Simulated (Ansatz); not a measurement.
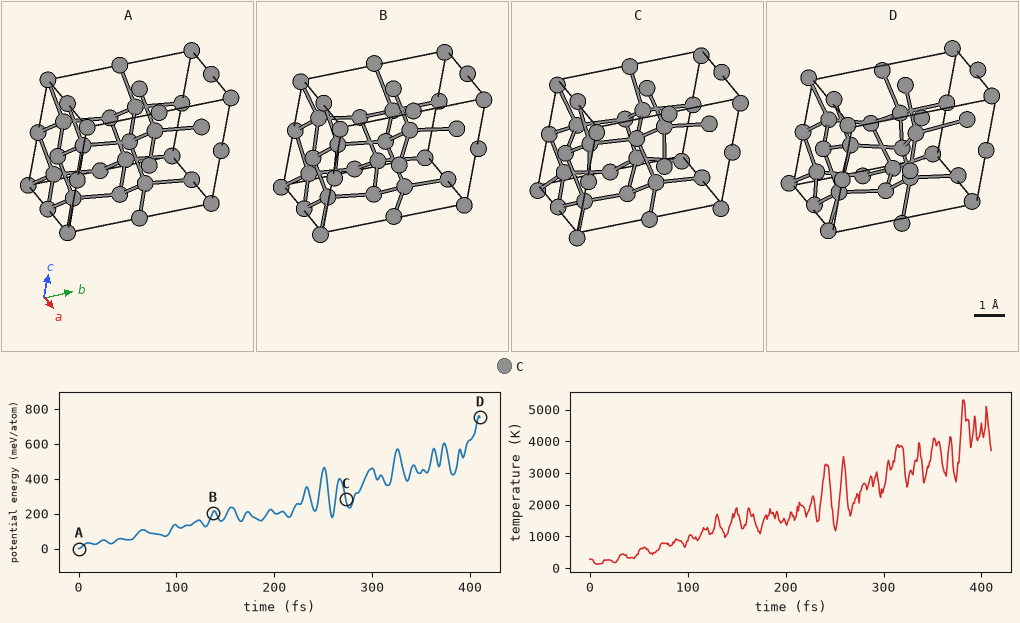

Molecular dynamics of a 16-atom cell of C, 410 fs long. The cell was cut from the diamond crystal. Frames (A at 0 fs, B at 137 fs, C at 273 fs, D at 410 fs) and the history of the run. A ball-and-stick model of the reduced simulation cell, seen slightly off an axis. Bonds to atoms that aren't drawn are left out. Lengths and directions refer to the drawn axes.

All numbers below come from Ansatz 0.2.0, DFT PBEsol, scalar-relativistic, plane waves, PAW. Run with plane-wave cutoff 420 eV; k-point mesh 3 × 3 × 3; Fermi-Dirac smearing 0.36 eV; low-accuracy preset; volume 1.15 times that of the relaxed crystal; Langevin thermostat (NVT); set temperature 300 K, then to 4200 K over 410 steps; time step 1 fs; friction 0.02 per fs.

Q: What do the frames and curves show?

A: The temperature peaks at 5302 K, at 382 fs, and is 3710 K at the end. Root-mean-square distances from the starting positions over the second half, with the common drift of all atoms taken out: C 0.18 Å. The integration has become unstable, so these distances have no physical meaning.

Limits of the set-up: the program's low-accuracy preset was used.

The run took 19 min on 1 thread of Intel(R) Xeon(R) 6975P-C (Granite Rapids), with other jobs on the host, peak memory 0.43 GiB.
